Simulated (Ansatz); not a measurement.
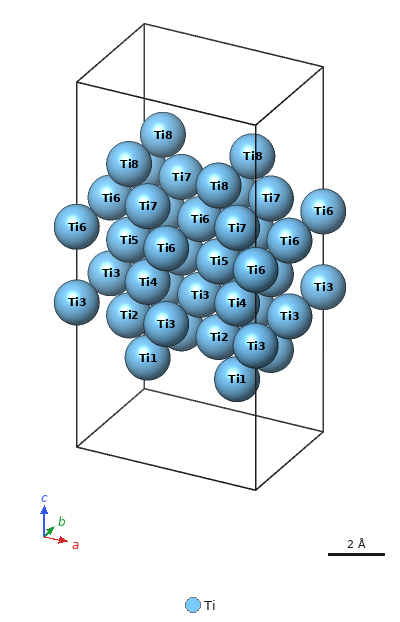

**Figure 1.** The starting structure (spheres-only view of the 2 × 2 repeat of the cell, with the vacuum cut short, seen slightly off an axis; atoms are numbered from 1 in the order of the input). An atom can appear more than once, as a periodic image.

**Ti: geometry relaxation (part 1 of 2)**

System: Ti (slab, 8 atoms in the cell).
Method: DFT r2SCAN, scalar-relativistic, plane waves, PAW, no spin polarisation (Ansatz 0.2.0).

The structure derives from an entry of the Crystallography Open Database. The input holds or restrains some coordinates. Forces given for the steps count only the free coordinates. It belongs to a series of runs on one base structure; here: clean slab, lower half held. Figures and captions count atoms from 1; the log counts them from 0 in places.

The input:
```yaml
crystal:
  lattice:
    - [4.5987251517, 0.0, 0.0]
    - [-2.2993625758, 3.9826128064, 0.0]
    - [0.0, 0.0, 23.5709758852]
  atoms:
    - { symbol: Ti, position: [0.6666666667, 0.3333333333, 0.3606129861] }
    - { symbol: Ti, position: [0.3333333333, 0.6666666667, 0.4004378472] }
    - { symbol: Ti, position: [0.0, 0.0, 0.4402627083] }
    - { symbol: Ti, position: [0.6666666667, 0.3333333333, 0.4800875694] }
    - { symbol: Ti, position: [0.3333333333, 0.6666666667, 0.5199124306] }
    - { symbol: Ti, position: [0.0, 0.0, 0.5597372917] }
    - { symbol: Ti, position: [0.6666666667, 0.3333333333, 0.5995621528] }
    - { symbol: Ti, position: [0.3333333333, 0.6666666667, 0.6393870139] }
basis:
  ecutwfc: 500
kpoints:
  mp_grid: { grid: [9, 9, 1] }
hamiltonian:
  xc: r2scan
scf:
  occupations: { method: gaussian, width: 0.1 }
output:
  forces: true
  eigenvalues: true
  write_density: true
  write_potential: true
  elf: true
  volumetric_format: npy
relax:
  adjacent_minimum: "off"
  f_tol: 0.03
  max_steps: 70
  constraints: [{ sites: [0, 1, 2, 3] }]
efield:
  axis: 3
  dipole_correction: true
  ramp_width: 0.04
```

Machine: 4 threads of Intel Xeon (Granite Rapids), 192 GiB of memory available, shared host.

Launched with:
```bash
ansatz run input.yaml --threads 4 --pin off --max-ram 10240MiB --backend cpu --events-out ev --progress --plain --runs-dir out
```

Log:
```
Engine: ansatz 0.2.0, x86_64-unknown-linux-gnu
Pseudopotentials: kind: paw
Pseudopotential: Ti, paw, valence charge 12, recommended cutoff 500 eV (meta_gga), Ti.paw.azcp
Functional definition: r2SCAN
  parameter k0 = 0.174
  parameter k1 = 0.065
  parameter a1 = 4.9479
  exchange = r2scan_x(k0 = k0, k1 = k1, a1 = a1)
  correlation = r2scan_c
Crystal: 8 atoms, lattice volume = 431.701 Å³
Basis set: ecut = 500 eV, 11071 PW (Γ), exchange–correlation on 144×144×720 points (64 copies of the dense FFT grid, shifted against one another)
Bands: 58, of which v1, the nominal top of the filled ones, is band 48 counted from 1 (47 counted from 0)
Symmetry: 6 space group operations
k-points: 12 of 81 (time reversal used)
Non-local potential: Ti, projectors of the file, l = 0: 3, l = 1: 2, l = 2: 3, l = 3: 1
PAW form: soft (Blöchl's): semilocal exchange-correlation on the pseudo side does not see the compensation charge
PAW frozen core: Ti, regenerated for the run's functional (the file was generated under x = pbe(κ = 0.804, μ = 0.2195149727645171), c = pbe(β = 0.06672455060314922))
PAW one-centre angular grid: Ti, 590 points (default); XC on 160 Gauss nodes
Initial density: superposition of atomic densities (neutral atoms: chi_scale 0, normalization atom), corrected by the library's trained network
Initial wavefunctions: pseudopotential atomic-orbital guess
Functional: x = r2scan, c = r2scan; τ floored in thin density (d = 2e-4 eV/Å³)
SCF iter   1: F=—  HF=-20028.493493 eV  |F-HF|=—  |Δ(HF+E_count)|=         —  Δρ=1.23e-2  dr2=9.99e-1  dr2_τ=7.62e-2  ethr=1.77e-3  p=0.000 e·Å  D=1.76e-13 V/Å  ΔV_dip=-0.00 eV  dr2_dipole=2.38e-8  V_vac-E_F(+/−)=3.12/3.12 eV  ⟨swp⟩=10.6  Hψ=3401  notcnv=0
efield: sawtooth ramp at fractional position 0.9800 (placed from the atoms, in the widest stretch of the axis that holds none; the zero of the levels goes with the place), width 0.0400; the density the first Hamiltonian is built on has a dipole p = 0.000 e·Å; the dipole correction subtracts the counter field D = 1.76e-13 V/Å, which shifts the + side's vacuum level by -0.00 eV against the − side's; the planar-averaged density in the ramp window peaks in size at 1.9e-5 e/Å³
preconditioner: auto → LDOS  [metal: Δε(μ)=0.022 eV  Ē_g=2.101 eV  σ=0.100 eV  W_gap=0.13  n_scr=80 (ndim 8)  ℏωp=10.1 eV  f_vac=0.579  D(μ)=13.93/eV (n_scr^D=96)  β→1.0]
SCF iter   2: F=—  HF=-20028.641244 eV  |F-HF|=—  |Δ(HF+E_count)|=   1.48e-1  Δρ=7.54e-3  dr2=2.84e-1  dr2_τ=3.19e-2  ethr=1.04e-3  p=-0.000 e·Å  D=-2.73e-5 V/Å  ΔV_dip=0.00 eV  dr2_dipole=7.74e-8  V_vac-E_F(+/−)=3.27/3.27 eV  ⟨swp⟩=3.5  Hψ=1387  notcnv=0  defer=10
SCF iter   3: F=—  HF=-20028.625469 eV  |F-HF|=—  |Δ(HF+E_count)|=   1.58e-2  Δρ=2.47e-3  dr2=4.04e-2  dr2_τ=9.90e-4  ethr=2.96e-4  p=-0.000 e·Å  D=-1.41e-5 V/Å  ΔV_dip=0.00 eV  dr2_dipole=1.24e-10  V_vac-E_F(+/−)=3.28/3.28 eV  ⟨swp⟩=3.1  Hψ=1503  notcnv=0  defer=10
SCF iter   4: F=—  HF=-20028.626872 eV  |F-HF|=—  |Δ(HF+E_count)|=   1.40e-3  Δρ=1.07e-3  dr2=1.84e-2  dr2_τ=3.11e-4  ethr=4.21e-5  p=0.000 e·Å  D=4.37e-6 V/Å  ΔV_dip=-0.00 eV  dr2_dipole=2.69e-9  V_vac-E_F(+/−)=3.38/3.38 eV  ⟨swp⟩=2.2  Hψ=904  notcnv=0  defer=10
SCF iter   5: F=—  HF=-20028.626287 eV  |F-HF|=—  |Δ(HF+E_count)|=   5.85e-4  Δρ=4.16e-4  dr2=2.52e-3  dr2_τ=2.82e-5  ethr=1.92e-5  p=0.000 e·Å  D=3.89e-6 V/Å  ΔV_dip=-0.00 eV  dr2_dipole=6.66e-10  V_vac-E_F(+/−)=3.39/3.39 eV  ⟨swp⟩=1.5  Hψ=733  notcnv=0  defer=10
SCF iter   6: F=—  HF=-20028.626319 eV  |F-HF|=—  |Δ(HF+E_count)|=   3.22e-5  Δρ=1.65e-4  dr2=2.71e-4  dr2_τ=1.38e-5  ethr=2.63e-6  p=0.000 e·Å  D=5.67e-7 V/Å  ΔV_dip=-0.00 eV  dr2_dipole=1.57e-10  V_vac-E_F(+/−)=3.39/3.39 eV  ⟨swp⟩=1.9  Hψ=795  notcnv=0  defer=10
SCF iter   7: F=—  HF=-20028.626332 eV  |F-HF|=—  |Δ(HF+E_count)|=   1.25e-5  Δρ=5.15e-5  dr2=3.16e-5  dr2_τ=6.39e-7  ethr=2.82e-7  p=-0.000 e·Å  D=-1.80e-7 V/Å  ΔV_dip=0.00 eV  dr2_dipole=1.03e-10  V_vac-E_F(+/−)=3.39/3.39 eV  ⟨swp⟩=2.0  Hψ=881  notcnv=0  defer=10
SCF iter   8: F=-20028.626333 eV  HF=-20028.626333 eV  |F-HF|=8.46e-7  |Δ(HF+E_count)|=   1.76e-6  Δρ=1.01e-5  dr2=1.10e-6  dr2_τ=3.23e-8  ethr=2.34e-8  p=-0.000 e·Å  D=-6.48e-8 V/Å  ΔV_dip=0.00 eV  dr2_dipole=4.90e-12  V_vac-E_F(+/−)=3.39/3.39 eV  ⟨swp⟩=22.1  Hψ=6896  notcnv=0
SCF 1 converged in 8 iterations: F = -20028.626333 eV  dr2 = 1.10e-6
  greatest PAW one-centre occupation: 1.000 electrons in one spin orbital (limit 2), on the Ti atom at site 7 (counted from 0), in its partial waves of l = 1
relax step   1: F+E_penalty+E_count = -20028.62633263 eV  Δ(F+E_penalty+E_count) = +0.000e0 eV  max|allowed force component| = 1.102e0 eV/Å  Δτ_max = 0.0000 Å  (8 SCF iters, dr2 threshold 2.25e-5 eV, accepted)
Initial density: handed on by an earlier stage of this run
Initial wavefunctions: those handed on with the density
SCF iter   1: F=—  HF=-20028.013053 eV  |F-HF|=—  |Δ(HF+E_count)|=         —  Δρ=1.51e-2  dr2=5.89e0  dr2_τ=4.73e0  ethr=3.10e-3  p=-0.000 e·Å  D=-1.01e-7 V/Å  ΔV_dip=0.00 eV  dr2_dipole=6.98e-1  V_vac-E_F(+/−)=3.42/3.42 eV  ⟨swp⟩=5.2  Hψ=2005  notcnv=0  defer=2
efield: sawtooth ramp at fractional position 0.9800 (handed on by an earlier solve), width 0.0400; the density the first Hamiltonian is built on has a dipole p = -0.000 e·Å; the dipole correction subtracts the counter field D = -1.01e-7 V/Å, which shifts the + side's vacuum level by +0.00 eV against the − side's; the planar-averaged density in the ramp window peaks in size at 6.7e-7 e/Å³
preconditioner: auto → LDOS  [metal: Δε(μ)=0.027 eV  Ē_g=2.140 eV  σ=0.100 eV  W_gap=0.15  n_scr=80 (ndim 8)  ℏωp=10.1 eV  f_vac=0.584  D(μ)=14.71/eV (n_scr^D=108)  β→1.0]
SCF iter   2: F=—  HF=-20028.967492 eV  |F-HF|=—  |Δ(HF+E_count)|=   9.54e-1  Δρ=6.99e-3  dr2=5.51e-1  dr2_τ=4.45e-2  ethr=3.10e-3  p=0.044 e·Å  D=1.84e-2 V/Å  ΔV_dip=-0.43 eV  dr2_dipole=1.06e-2  V_vac-E_F(+/−)=2.94/3.37 eV  ⟨swp⟩=2.2  Hψ=1101  notcnv=0  defer=14
SCF iter   3: F=—  HF=-20028.941956 eV  |F-HF|=—  |Δ(HF+E_count)|=   2.55e-2  Δρ=2.37e-3  dr2=1.03e-1  dr2_τ=1.36e-3  ethr=5.74e-4  p=0.013 e·Å  D=5.26e-3 V/Å  ΔV_dip=-0.12 eV  dr2_dipole=1.16e-2  V_vac-E_F(+/−)=3.22/3.35 eV  ⟨swp⟩=2.0  Hψ=980  notcnv=0  defer=14
SCF iter   4: F=—  HF=-20028.940308 eV  |F-HF|=—  |Δ(HF+E_count)|=   1.65e-3  Δρ=8.87e-4  dr2=5.46e-3  dr2_τ=2.71e-4  ethr=1.07e-4  p=0.010 e·Å  D=4.33e-3 V/Å  ΔV_dip=-0.10 eV  dr2_dipole=3.99e-4  V_vac-E_F(+/−)=3.25/3.35 eV  ⟨swp⟩=2.4  Hψ=974  notcnv=0  defer=14
SCF iter   5: F=—  HF=-20028.939944 eV  |F-HF|=—  |Δ(HF+E_count)|=   3.64e-4  Δρ=2.82e-4  dr2=8.88e-4  dr2_τ=1.39e-5  ethr=5.69e-6  p=0.008 e·Å  D=3.31e-3 V/Å  ΔV_dip=-0.08 eV  dr2_dipole=1.38e-4  V_vac-E_F(+/−)=3.27/3.34 eV  ⟨swp⟩=2.6  Hψ=1214  notcnv=0  defer=13
SCF iter   6: F=—  HF=-20028.940072 eV  |F-HF|=—  |Δ(HF+E_count)|=   1.28e-4  Δρ=1.63e-4  dr2=2.34e-4  dr2_τ=3.81e-6  ethr=9.25e-7  p=0.007 e·Å  D=3.09e-3 V/Å  ΔV_dip=-0.07 eV  dr2_dipole=3.02e-5  V_vac-E_F(+/−)=3.27/3.35 eV  ⟨swp⟩=1.6  Hψ=764  notcnv=0  defer=13
SCF iter   7: F=-20028.940068 eV  HF=-20028.940087 eV  |F-HF|=1.91e-5  |Δ(HF+E_count)|=   1.48e-5  Δρ=5.54e-5  dr2=2.55e-5  dr2_τ=2.33e-7  ethr=7.91e-8  p=0.007 e·Å  D=2.78e-3 V/Å  ΔV_dip=-0.07 eV  dr2_dipole=1.49e-6  V_vac-E_F(+/−)=3.28/3.34 eV  ⟨swp⟩=23.7  Hψ=7013  notcnv=0
SCF 2 converged in 7 iterations: F = -20028.940068 eV  dr2 = 2.55e-5
[... from here on the iterations of each SCF are left out, up to the last one ...]
  Residual-converged pass: ⟨swp⟩=1.1  Hψ=745  notcnv=0  max |occ|·‖R‖ = 7.0e-9 eV (tolerance 1.0e-8 eV)  dr2=2.55e-5  dr2_τ=2.33e-7  dr2_onsite=1.30e-6  max |Δocc| = 6.7e-11
relax step   2: F+E_penalty+E_count = -20028.94006814 eV  Δ(F+E_penalty+E_count) = -3.137e-1 eV  max|allowed force component| = 4.087e-1 eV/Å  Δτ_max = 0.1949 Å  (7 SCF iters, dr2 threshold 7.59e-5 eV, accepted)
efield: sawtooth ramp at fractional position 0.9800 (handed on by an earlier solve), width 0.0400; the density the first Hamiltonian is built on has a dipole p = 0.007 e·Å; the dipole correction subtracts the counter field D = 2.78e-3 V/Å, which shifts the + side's vacuum level by -0.07 eV against the − side's; the planar-averaged density in the ramp window peaks in size at 2.4e-7 e/Å³
preconditioner: auto → LDOS  [metal: Δε(μ)=0.027 eV  Ē_g=2.121 eV  σ=0.100 eV  W_gap=0.15  n_scr=80 (ndim 8)  ℏωp=10.1 eV  f_vac=0.581  D(μ)=17.31/eV (n_scr^D=122)  β→1.0]
SCF 3 converged in 8 iterations: F = -20028.977063 eV  dr2 = 4.94e-7
relax step   3: F+E_penalty+E_count = -20028.97706321 eV  Δ(F+E_penalty+E_count) = -3.700e-2 eV  max|allowed force component| = 1.999e-1 eV/Å  Δτ_max = 0.1290 Å  (8 SCF iters, dr2 threshold 1.04e-5 eV, accepted)
efield: sawtooth ramp at fractional position 0.9800 (handed on by an earlier solve), width 0.0400; the density the first Hamiltonian is built on has a dipole p = 0.008 e·Å; the dipole correction subtracts the counter field D = 3.19e-3 V/Å, which shifts the + side's vacuum level by -0.08 eV against the − side's; the planar-averaged density in the ramp window peaks in size at 9.0e-7 e/Å³
preconditioner: auto → LDOS  [metal: Δε(μ)=0.029 eV  Ē_g=2.133 eV  σ=0.100 eV  W_gap=0.16  n_scr=80 (ndim 8)  ℏωp=10.1 eV  f_vac=0.582  D(μ)=17.05/eV (n_scr^D=122)  β→1.0]
SCF 4 converged in 8 iterations: F = -20028.975893 eV  dr2 = 1.04e-6
relax step   4: F+E_penalty+E_count = -20028.97589283 eV  Δ(F+E_penalty+E_count) = +1.170e-3 eV  max|allowed force component| = 2.388e-1 eV/Å  Δτ_max = 0.0958 Å  (8 SCF iters, dr2 threshold 5.50e-6 eV, rejected (line search))
efield: sawtooth ramp at fractional position 0.9800 (handed on by an earlier solve), width 0.0400; the density the first Hamiltonian is built on has a dipole p = -0.002 e·Å; the dipole correction subtracts the counter field D = -7.42e-4 V/Å, which shifts the + side's vacuum level by +0.02 eV against the − side's; the planar-averaged density in the ramp window peaks in size at 5.7e-7 e/Å³
preconditioner: auto → LDOS  [metal: Δε(μ)=0.011 eV  Ē_g=2.133 eV  σ=0.100 eV  W_gap=0.06  n_scr=80 (ndim 8)  ℏωp=10.1 eV  f_vac=0.581  D(μ)=17.08/eV (n_scr^D=122)  β→1.0]
SCF 5 converged in 9 iterations: F = -20028.984772 eV  dr2 = 6.70e-8
relax step   5: F+E_penalty+E_count = -20028.98477215 eV  Δ(F+E_penalty+E_count) = -7.709e-3 eV  max|allowed force component| = 3.561e-2 eV/Å  Δτ_max = 0.0431 Å  (9 SCF iters, accepted)
efield: sawtooth ramp at fractional position 0.9800 (handed on by an earlier solve), width 0.0400; the density the first Hamiltonian is built on has a dipole p = 0.004 e·Å; the dipole correction subtracts the counter field D = 1.74e-3 V/Å, which shifts the + side's vacuum level by -0.04 eV against the − side's; the planar-averaged density in the ramp window peaks in size at 5.4e-7 e/Å³
preconditioner: auto → LDOS  [metal: Δε(μ)=0.039 eV  Ē_g=2.123 eV  σ=0.100 eV  W_gap=0.22  n_scr=80 (ndim 8)  ℏωp=10.1 eV  f_vac=0.581  D(μ)=17.32/eV (n_scr^D=122)  β→1.0]
SCF 6 converged in 10 iterations: F = -20028.985427 eV  dr2 = 1.05e-8
relax step   6: F+E_penalty+E_count = -20028.98542737 eV  Δ(F+E_penalty+E_count) = -6.552e-4 eV  max|allowed force component| = 6.144e-2 eV/Å  Δτ_max = 0.0434 Å  (10 SCF iters, accepted)
efield: sawtooth ramp at fractional position 0.9800 (handed on by an earlier solve), width 0.0400; the density the first Hamiltonian is built on has a dipole p = 0.003 e·Å; the dipole correction subtracts the counter field D = 1.30e-3 V/Å, which shifts the + side's vacuum level by -0.03 eV against the − side's; the planar-averaged density in the ramp window peaks in size at 5.9e-7 e/Å³
preconditioner: auto → LDOS  [metal: Δε(μ)=0.032 eV  Ē_g=2.133 eV  σ=0.100 eV  W_gap=0.18  n_scr=80 (ndim 8)  ℏωp=10.1 eV  f_vac=0.581  D(μ)=16.86/eV (n_scr^D=120)  β→1.0]
SCF 7 converged in 8 iterations: F = -20028.985777 eV  dr2 = 6.52e-8
relax step   7: F+E_penalty+E_count = -20028.98577722 eV  Δ(F+E_penalty+E_count) = -3.498e-4 eV  max|allowed force component| = 4.422e-3 eV/Å  Δτ_max = 0.0122 Å  (8 SCF iters, accepted)
iter 1 solved again at ethr=6.84e-11 eV; its pass at ethr=3.10e-3 eV (dr2=6.57e-8 eV) is discarded
SCF iter   1: F=—  HF=-20028.985777 eV  |F-HF|=—  |Δ(HF+E_count)|=         —  Δρ=2.70e-6  dr2=6.52e-8  dr2_τ=1.53e-9  ethr=6.84e-11  p=0.003 e·Å  D=1.40e-3 V/Å  ΔV_dip=-0.03 eV  dr2_dipole=2.92e-9  V_vac-E_F(+/−)=3.28/3.31 eV  ⟨swp⟩=1.0  Hψ=2549  notcnv=0
efield: sawtooth ramp at fractional position 0.9800 (kept from the solve that this one continues, or follows in the run), width 0.0400; the density the first Hamiltonian is built on has a dipole p = 0.003 e·Å; the dipole correction subtracts the counter field D = 1.40e-3 V/Å, which shifts the + side's vacuum level by -0.03 eV against the − side's; the planar-averaged density in the ramp window peaks in size at 5.8e-7 e/Å³
preconditioner: auto → LDOS  [metal: Δε(μ)=0.032 eV  Ē_g=2.130 eV  σ=0.100 eV  W_gap=0.18  n_scr=80 (ndim 8)  ℏωp=10.1 eV  f_vac=0.581  D(μ)=16.94/eV (n_scr^D=120)  β→1.0]
SCF iter   2: F=-20028.985777 eV  HF=-20028.985777 eV  |F-HF|=1.97e-8  |Δ(HF+E_count)|=   1.36e-8  Δρ=1.80e-6  dr2=2.66e-8  dr2_τ=5.51e-10  ethr=6.80e-11  p=0.003 e·Å  D=1.40e-3 V/Å  ΔV_dip=-0.03 eV  dr2_dipole=7.48e-10  V_vac-E_F(+/−)=3.28/3.31 eV  ⟨swp⟩=10.2  Hψ=4209  notcnv=0
SCF 8 converged in 2 iterations: F = -20028.985777 eV  dr2 = 2.66e-8
```

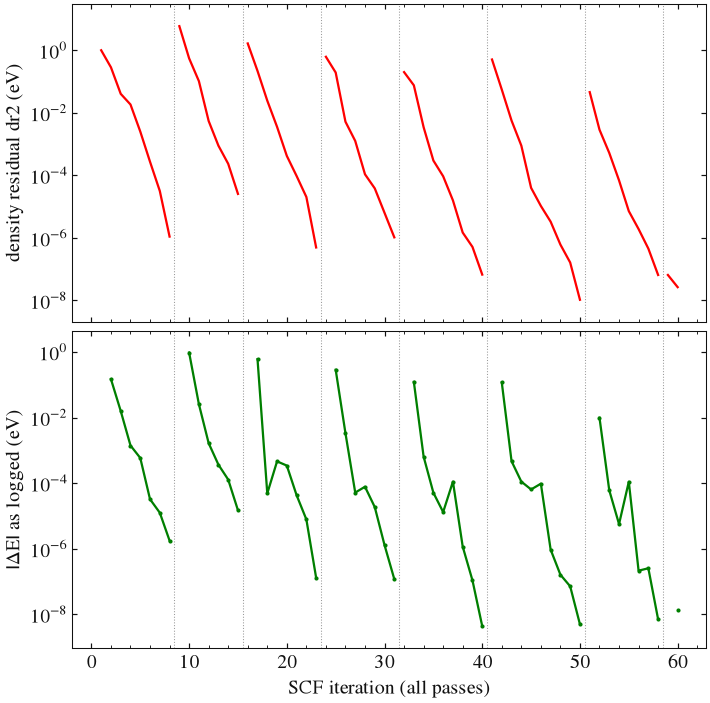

**Figure 2.** Convergence of the self-consistent field: density residual dr2 and size of the energy change against the SCF iteration. Dotted lines part the SCF passes that the log prints in full.

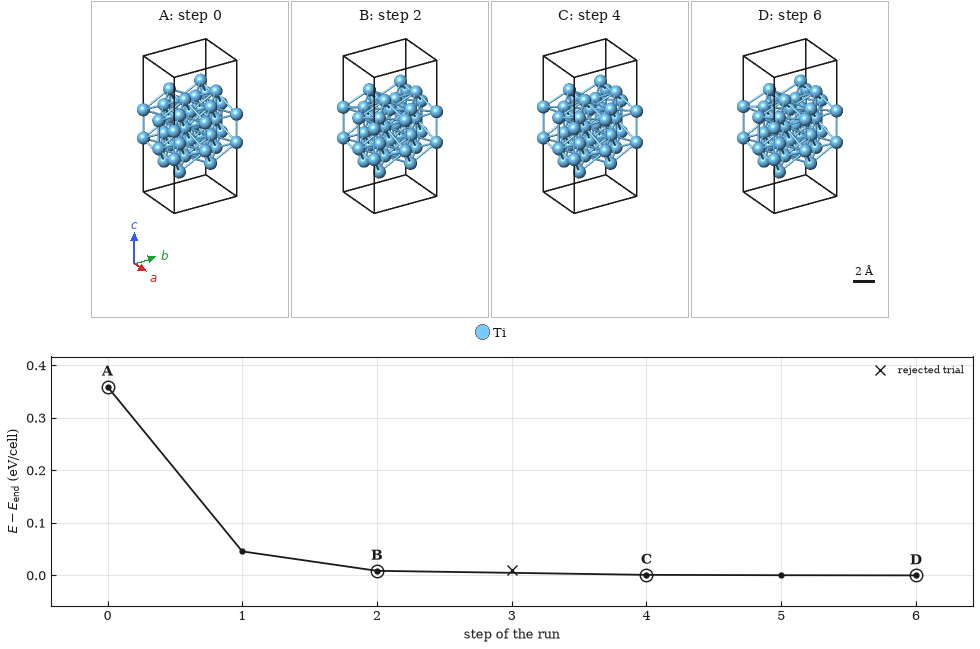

**Figure 3.** Frames of the restrained relaxation (ball-and-stick view of the 2 × 2 repeat of the cell, with the vacuum cut short, seen slightly off an axis) above the curves, on which the letters mark them (the first geometry is step 0 here and step 1 in the log).

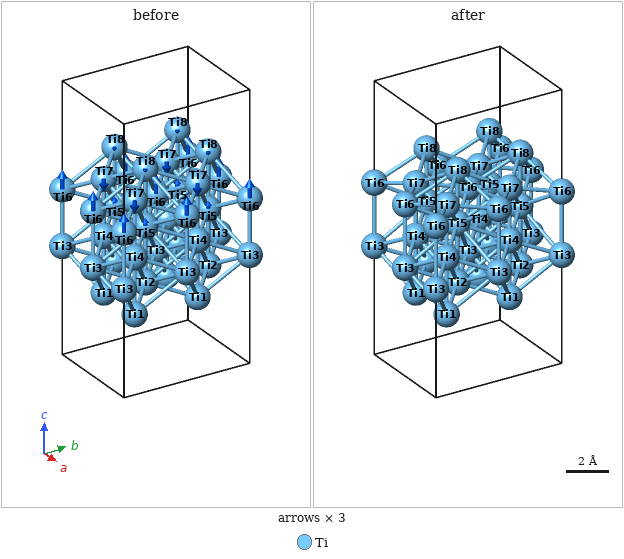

**Figure 4.** Before (left) and after (right) the restrained relaxation, at one scale (ball-and-stick view of the 2 × 2 repeat of the cell, with the vacuum cut short, seen slightly off an axis). The blue arrows give the displacements, magnified 3 times. The energy falls by 0.359 eV per cell of the calculation in 6 geometry steps. The largest force component goes from 1.1 to 0.0044 eV/Å. The line search rejected the trial step at point 3 (counted from 0) and went back. The largest move is that of Ti6, 0.33 Å. The lattice vectors keep their values. Among the contacts that change: Ti3–Ti6 2.816 → 3.144 Å, Ti4–Ti7 2.816 → 2.600 Å, Ti6–Ti8 3.252 → 3.042 Å, Ti5–Ti8 2.816 → 2.628 Å. (Atoms are counted from 1 in the order of the input.)
